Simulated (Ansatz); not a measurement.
**Al₂Cu: single-point calculation**

System: Al₂Cu (Cm, 12 atoms in the cell).
Method: DFT r2SCAN, scalar-relativistic, plane waves, PAW, no spin polarisation (Ansatz 0.2.0).

The structure derives from a Materials Project entry. It belongs to a series of runs on one base structure; here: the crystal above the cut slid by 0.3333 of the vector 1 a1 + 1 a2 (5.734 Å). Figures and captions count atoms from 1; the log counts them from 0 in places.

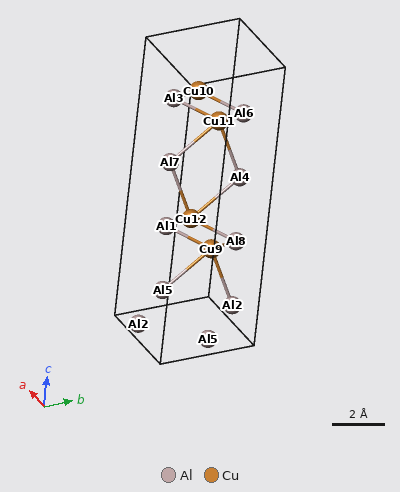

*The structure as given in the input (ball-and-stick view of the cell of the calculation, seen at an oblique angle; atoms are numbered from 1 in the order of the input). An atom can appear more than once, as a periodic image.*

Near neighbours in the periodic cell (some may lie outside the picture): Al has 4 Cu at 2.48 Å; Al has 3 Cu at 2.08 to 2.48 Å; Cu has 8 Al at 2.48 Å; Cu has 6 Al at 2.08 to 2.48 Å.

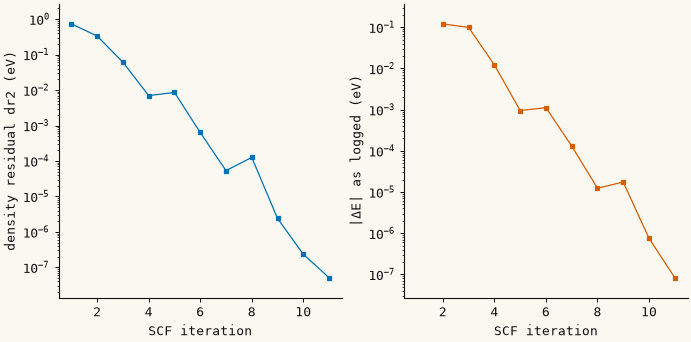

*Convergence of the self-consistent field: density residual dr2 and size of the energy change against the SCF iteration.*

The residual comes down, with one marked jump up, by a factor of about 2.5, at step 8.

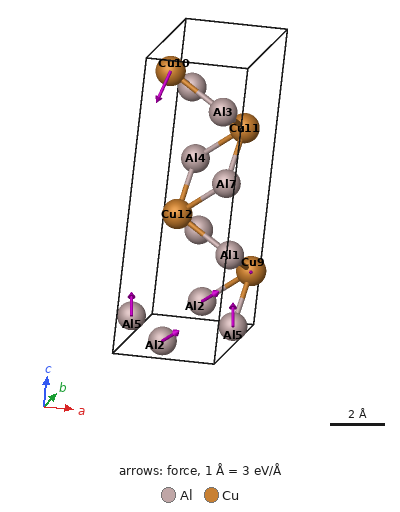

*Forces on the atoms as pink arrows (ball-and-stick view of the cell of the calculation, seen at an oblique angle; atoms are numbered from 1 in the order of the input); the smallest are left out.*

The largest act on Cu10 (3.98 eV/Å); Al2, Al5 (3.22 eV/Å). The geometry is not a stationary point of this energy.

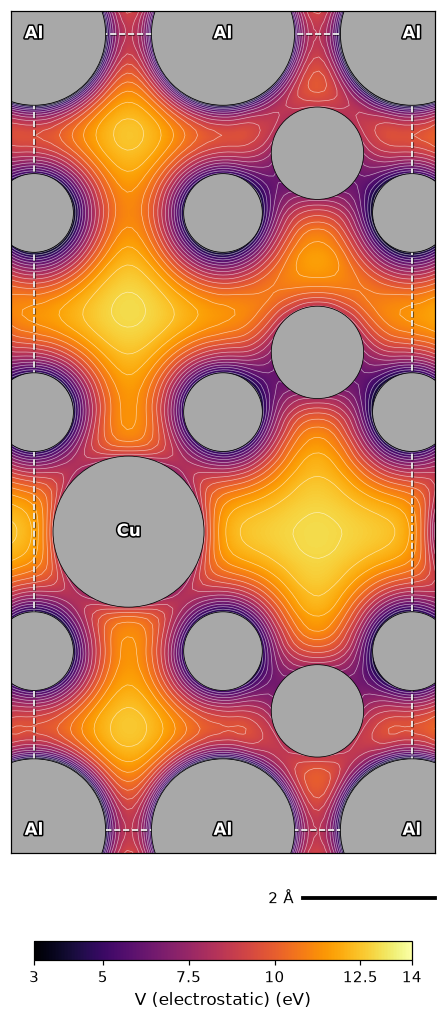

*Electrostatic potential energy of an electron on the (101̄) plane of the conventional cell. Grey discs, where drawn, cover atomic cores.*

The section cuts through Al and Cu sites. Outside the cores the potential energy rises away from the atoms and is highest about 1.8 Å from the nearest atoms; outside the discs it spans about 9 eV, and its zero is arbitrary. Core electrons are frozen (PAW), so the fields are smoothed inside the atomic spheres.

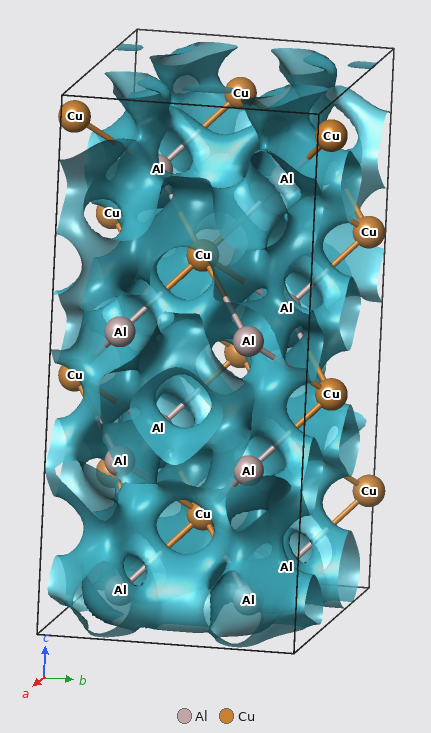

*Isosurface of the ELF at 0.5 (cyan), seen slightly off an axis. Only the valence region is drawn (cores and ρ < 0.01 e/Å³ removed). Sticks mark near contacts. The outline is the cell set on symmetry axes.*

Values along the shortest contacts: Al–Cu (2.08 Å): the ELF is about 0.45 at the midpoint, as expected for nearly free electrons, as in a simple metal.

These pictures come from the run below.

The input:
```yaml
crystal:
  lattice:
    - [-2.0273575171, -2.0273575171, -2.8669875149]
    - [-2.0273575171, -2.0273575171, 2.8669875149]
    - [-9.4608665893, 6.7579935475, 0.0]
  atoms:
    - { symbol: Al, position: [-0.10415625, 0.39584375, 0.3125] }
    - { symbol: Al, position: [0.47916875, -0.02083125, 0.0625] }
    - { symbol: Al, position: [-0.27080625, 0.22919375, 0.8125] }
    - { symbol: Al, position: [0.31251875, -0.18748125, 0.5625] }
    - { symbol: Al, position: [-0.02083125, 0.47916875, 0.0625] }
    - { symbol: Al, position: [0.22919375, -0.27080625, 0.8125] }
    - { symbol: Al, position: [-0.18748125, 0.31251875, 0.5625] }
    - { symbol: Al, position: [0.39584375, -0.10415625, 0.3125] }
    - { symbol: Cu, position: [-0.06249375, -0.06249375, 0.1875] }
    - { symbol: Cu, position: [0.18753125, 0.18753125, 0.9375] }
    - { symbol: Cu, position: [-0.22914375, -0.22914375, 0.6875] }
    - { symbol: Cu, position: [0.35418125, 0.35418125, 0.4375] }
basis:
  ecutwfc: 500
kpoints:
  mp_grid: { grid: [12, 12, 4] }
hamiltonian:
  xc: r2scan
scf:
  occupations: { method: gaussian, width: 0.15 }
output:
  forces: true
  stress: true
  eigenvalues: true
  write_density: true
  write_potential: true
  elf: true
  volumetric_format: npy
```

Command:
```bash
ansatz run input.yaml --threads 2 --pin off --max-ram 5120MiB --backend cpu --events-out ev --progress --plain --runs-dir out
```

Output:
```
Engine: ansatz 0.2.0, x86_64-unknown-linux-gnu
Pseudopotentials: kind: paw
Pseudopotential: Al, paw, valence charge 3, recommended cutoff 500 eV (meta_gga), Al.paw.azcp
Pseudopotential: Cu, paw, valence charge 19, recommended cutoff 500 eV (meta_gga), Cu.paw.azcp
Functional definition: r2SCAN
  parameter k0 = 0.174
  parameter k1 = 0.065
  parameter a1 = 4.9479
  exchange = r2scan_x(k0 = k0, k1 = k1, a1 = a1)
  correlation = r2scan_c
Crystal: 12 atoms, lattice volume = 188.541 Å³
Basis set: ecut = 500 eV, 4841 PW (Γ), exchange–correlation on 120×120×360 points (64 copies of the dense FFT grid, shifted against one another)
Bands: 62, of which v1, the nominal top of the filled ones, is band 50 counted from 1 (49 counted from 0)
Symmetry: 2 space group operations
Space group: Cm (ITA 8), of the structure as read, at distance tolerance 5.7e-5 Å
k-points: 164 of 576 (time reversal used)
Non-local potential: Al, projectors of the file, l = 0: 2, l = 1: 2, l = 2: 1
Non-local potential: Cu, projectors of the file, l = 0: 3, l = 1: 2, l = 2: 3, l = 3: 1
PAW form: soft (Blöchl's): semilocal exchange-correlation on the pseudo side does not see the compensation charge
PAW frozen core: Al, regenerated for the run's functional (the file was generated under x = pbe(κ = 0.804, μ = 0.2195149727645171), c = pbe(β = 0.06672455060314922))
PAW frozen core: Cu, regenerated for the run's functional (the file was generated under x = pbe(κ = 0.804, μ = 0.2195149727645171), c = pbe(β = 0.06672455060314922))
PAW one-centre angular grid: Al, 302 points (default); XC on 160 Gauss nodes
PAW one-centre angular grid: Cu, 590 points (default); XC on 160 Gauss nodes
Initial density: superposition of atomic densities (neutral atoms: chi_scale 0, normalization atom), corrected by the library's trained network
Initial wavefunctions: pseudopotential atomic-orbital guess
Functional: x = r2scan, c = r2scan; τ floored in thin density (d = 2e-4 eV/Å³)
SCF iter   1: F=—  HF=-30848.911930 eV  |F-HF|=—  |Δ(HF+E_count)|=         —  Δρ=2.29e-2  dr2=7.33e-1  dr2_τ=4.94e-2  ethr=1.77e-3  ⟨swp⟩=8.9  Hψ=46561  notcnv=0  defer=49
preconditioner: auto → Kerker (q_TF=auto, 2.455 Å⁻¹)  [metal: Δε(μ)=0.028 eV  Ē_g=7.827 eV  σ=0.150 eV  W_gap=0.10  n_scr=54 (ndim 8)  ℏωp=22.3 eV  f_vac=0.000  D(μ)=3.22/eV (n_scr^D=18)]
SCF iter   2: F=—  HF=-30849.032684 eV  |F-HF|=—  |Δ(HF+E_count)|=   1.21e-1  Δρ=1.85e-2  dr2=3.33e-1  dr2_τ=3.68e-3  ethr=7.33e-4  ⟨swp⟩=2.0  Hψ=17844  notcnv=0  defer=725
SCF iter   3: F=—  HF=-30848.933254 eV  |F-HF|=—  |Δ(HF+E_count)|=   9.94e-2  Δρ=4.58e-3  dr2=6.08e-2  dr2_τ=1.46e-4  ethr=3.33e-4  ⟨swp⟩=2.0  Hψ=15500  notcnv=0  defer=725
SCF iter   4: F=—  HF=-30848.921073 eV  |F-HF|=—  |Δ(HF+E_count)|=   1.22e-2  Δρ=2.34e-3  dr2=6.96e-3  dr2_τ=6.48e-5  ethr=6.08e-5  ⟨swp⟩=2.0  Hψ=17414  notcnv=0  defer=722
SCF iter   5: F=—  HF=-30848.922027 eV  |F-HF|=—  |Δ(HF+E_count)|=   9.54e-4  Δρ=2.57e-3  dr2=8.56e-3  dr2_τ=5.45e-5  ethr=6.96e-6  ⟨swp⟩=2.0  Hψ=17654  notcnv=0  defer=722
SCF iter   6: F=—  HF=-30848.920902 eV  |F-HF|=—  |Δ(HF+E_count)|=   1.12e-3  Δρ=4.37e-4  dr2=6.36e-4  dr2_τ=3.87e-6  ethr=6.96e-6  ⟨swp⟩=2.0  Hψ=15268  notcnv=0  defer=722
SCF iter   7: F=—  HF=-30848.920771 eV  |F-HF|=—  |Δ(HF+E_count)|=   1.31e-4  Δρ=2.28e-4  dr2=5.34e-5  dr2_τ=2.94e-7  ethr=6.36e-7  ⟨swp⟩=3.0  Hψ=15324  notcnv=0  defer=722
SCF iter   8: F=—  HF=-30848.920783 eV  |F-HF|=—  |Δ(HF+E_count)|=   1.24e-5  Δρ=3.20e-4  dr2=1.26e-4  dr2_τ=5.86e-7  ethr=5.34e-8  ⟨swp⟩=2.0  Hψ=17509  notcnv=0  defer=722
SCF iter   9: F=—  HF=-30848.920766 eV  |F-HF|=—  |Δ(HF+E_count)|=   1.75e-5  Δρ=3.98e-5  dr2=2.39e-6  dr2_τ=2.13e-8  ethr=5.34e-8  ⟨swp⟩=2.0  Hψ=17293  notcnv=0  defer=722
SCF iter  10: F=—  HF=-30848.920767 eV  |F-HF|=—  |Δ(HF+E_count)|=   7.56e-7  Δρ=9.88e-6  dr2=2.34e-7  dr2_τ=1.07e-9  ethr=2.39e-9  ⟨swp⟩=2.0  Hψ=15038  notcnv=0  defer=722
SCF iter  11: F=-30848.920767 eV  HF=-30848.920767 eV  |F-HF|=3.32e-8  |Δ(HF+E_count)|=   8.34e-8  Δρ=4.95e-6  dr2=5.11e-8  dr2_τ=2.59e-10  ethr=1.00e-10  ⟨swp⟩=14.8  Hψ=70243  notcnv=0
SCF 1 converged in 11 iterations: F = -30848.920767 eV  dr2 = 5.11e-8
  greatest PAW one-centre occupation: 1.000 electrons in one spin orbital (limit 2), on the Cu atom at site 8 (counted from 0), in its partial waves of l = 0
SCF converged after 11 iterations
Free energy (F): -30848.920767 eV
Harris-Foulkes:  -30848.920767 eV  (|F-HF|=3.32e-8)
Internal energy: -30848.884824 eV  (E = F + TS)
E sigma→0 (E₀):  -30848.902795 eV
Entropy (-TS):   -0.035942 eV (-2.995 meV/atom)
Fermi energy:    9.414620 eV
--- Per-component energies (eV) ---
  E_band       = -2075.713510
  E_kinetic    = 1388.337256
  E_local      = -23795.394745  (includes V_loc(G=0)·N_el)
  E_nonlocal   = 1622.869515
  E_hartree    = 10678.083914
  E_xc         = -635.661130
  E_vxc        = -760.763595  (∫ρ·V_xc dr)
  E_paw        = -10467.172567  (= ΣΔE_a)
  E_vpaw       = -1935.671699  (= ΣTr[D̂ρ^β])
  E_aug_tail   = 0.000584  (compensation charges beyond the density's cutoff)
  E_vtau       = 48.752262  (kinetic-family band-sum trace: ∫τ·v_τ [+ j·A + Jᵃ·Aᵃ] dr)
  E_ewald      = -9638.262357
  E_core_change = -1.685296  (= ΣΔE_core)
  E_smearing   = -0.035942  (= −TS)
  E_closure    = -0.000000  (closes the sum)
  Σ components = -30848.920767   (vs F -30848.920767, Δ=0.00e0)
--- Forces (eV/Å), atoms counted from 1 ---
  atom   1  Al    -0.01203503    -0.01370326    -0.06222438
  atom   2  Al    -2.11570711     0.52071453    -2.37582963
  atom   3  Al     0.00952992     0.11061661    -0.00458582
  atom   4  Al     0.01768510     0.00319328     0.00569542
  atom   5  Al    -2.11570711     0.52071453     2.37582963
  atom   6  Al     0.00952992     0.11061661     0.00458582
  atom   7  Al     0.01768510     0.00319328    -0.00569542
  atom   8  Al    -0.01203503    -0.01370326     0.06222438
  atom   9  Cu     0.33905176    -0.20968781     0.00000000
  atom  10  Cu     3.82592008    -1.09346446     0.00000000
  atom  11  Cu     0.01209722     0.14648609     0.00000000
  atom  12  Cu     0.02399055    -0.08494154     0.00000000
  max |Σ_I F_I| component: 3.46e-5 eV/Å
--- Stress (GPa, compression-positive) ---
        6.237499      -1.439147       0.000000
       -1.439147      -2.266463       0.000000
        0.000000       0.000000       5.858446
  P = ⅓ Tr σ = 3.2765 GPa (32.765 kbar)
--- Band table (eV; the first three rows and the last of 164) ---
  k-point 0: bands = ["-108.7312", "-108.4871", "-108.3662", "-108.3648", "-64.6207", "-64.5984", "-64.3893", "-64.2881", "-64.2838", "-64.2658", "-64.1599", "-64.1575", "-64.1575", "-64.1571", "-64.1457", "-64.1412", "-1.5232", "-0.3552", "-0.2952", "2.8313", "3.1231", "3.9470", "4.1027", "4.2464", "4.2693", "4.4071", "4.5273", "4.5805", "4.7018", "4.7123", "4.8578", "4.9191", "4.9770", "4.9940", "5.0716", "5.1165", "5.1763", "5.2031", "5.3086", "5.3919", "5.5713", "7.5113", "7.5816", "7.7035", "7.8556", "8.7997", "9.1616", "9.4005", "9.8274", "10.1190", "10.4215", "10.5578", "10.6012", "11.4157", "11.6102", "11.6768", "11.9267", "12.2602", "12.6752", "14.1180", "14.3831", "14.7642"]
  k-point 1: bands = ["-108.7312", "-108.4871", "-108.3662", "-108.3648", "-64.6207", "-64.5984", "-64.3893", "-64.2881", "-64.2838", "-64.2658", "-64.1599", "-64.1575", "-64.1575", "-64.1571", "-64.1457", "-64.1412", "-1.4519", "-0.8358", "0.3273", "2.0021", "3.8488", "3.9377", "4.1255", "4.2404", "4.3151", "4.3929", "4.5284", "4.5866", "4.7180", "4.7218", "4.8372", "4.8727", "4.9115", "5.0124", "5.1081", "5.1253", "5.1886", "5.2055", "5.3086", "5.3919", "5.7383", "7.3194", "7.3462", "7.6422", "8.0131", "8.2499", "9.1543", "9.3777", "10.1202", "10.2946", "10.3211", "10.8168", "10.9830", "11.2879", "11.3839", "11.8425", "12.2007", "12.4121", "12.8303", "13.4034", "13.8678", "15.1245"]
  k-point 2: bands = ["-108.7312", "-108.4871", "-108.3662", "-108.3648", "-64.6207", "-64.5984", "-64.3893", "-64.2881", "-64.2838", "-64.2658", "-64.1599", "-64.1575", "-64.1575", "-64.1571", "-64.1457", "-64.1412", "-1.2970", "-1.1373", "1.0754", "1.1443", "3.9297", "4.1100", "4.1513", "4.2305", "4.3786", "4.4889", "4.5611", "4.5932", "4.7017", "4.7413", "4.8163", "4.8274", "4.8615", "4.9756", "5.1355", "5.1555", "5.1938", "5.2051", "5.3085", "5.3919", "6.3366", "6.4608", "7.2246", "7.4154", "8.3169", "8.5113", "8.8395", "9.0412", "10.0301", "10.5926", "10.6691", "10.7159", "11.2432", "11.4004", "11.6445", "11.8983", "12.2503", "12.2763", "13.2296", "13.2304", "13.5196", "14.2549"]
  k-point 163: bands = ["-108.7312", "-108.4871", "-108.3662", "-108.3648", "-64.6207", "-64.5985", "-64.3894", "-64.2881", "-64.2839", "-64.2659", "-64.1599", "-64.1576", "-64.1575", "-64.1572", "-64.1458", "-64.1413", "2.4119", "2.9435", "2.9957", "3.1021", "3.3521", "3.3888", "3.4324", "3.5359", "3.5961", "3.9375", "3.9551", "4.1093", "4.3345", "4.7741", "4.8063", "4.9754", "5.0254", "5.0690", "5.1081", "5.2302", "5.2334", "5.2367", "5.3081", "5.3232", "5.4412", "5.4606", "5.4688", "5.5096", "5.8058", "6.3638", "6.4702", "6.5665", "6.8038", "6.9699", "7.0327", "8.4437", "9.2205", "11.0808", "11.2041", "11.3279", "12.2553", "12.3925", "13.1529", "13.5594", "15.5113", "15.6988"]
```

Results in brief:

| quantity | value |
| --- | --- |
| outcome | converged |
| space group (tolerance 0.01 Å) | Cm (8) |
| electrons treated | 100 |
| free energy | −30848.9208 eV |
| Fermi energy | 9.415 eV |
| gap on the k-point mesh | none (metallic) |
| pressure | 3.28 GPa |
| largest force (length of the vector) | 3.979 eV/Å |
| hardware | 2 threads of Oxide Virtual Turin-like (Zen 5), 32 GiB of memory available, shared host |
| wall time | 2.2 min (CPU time 4.3 min) |
| peak memory | 1.9 GiB |
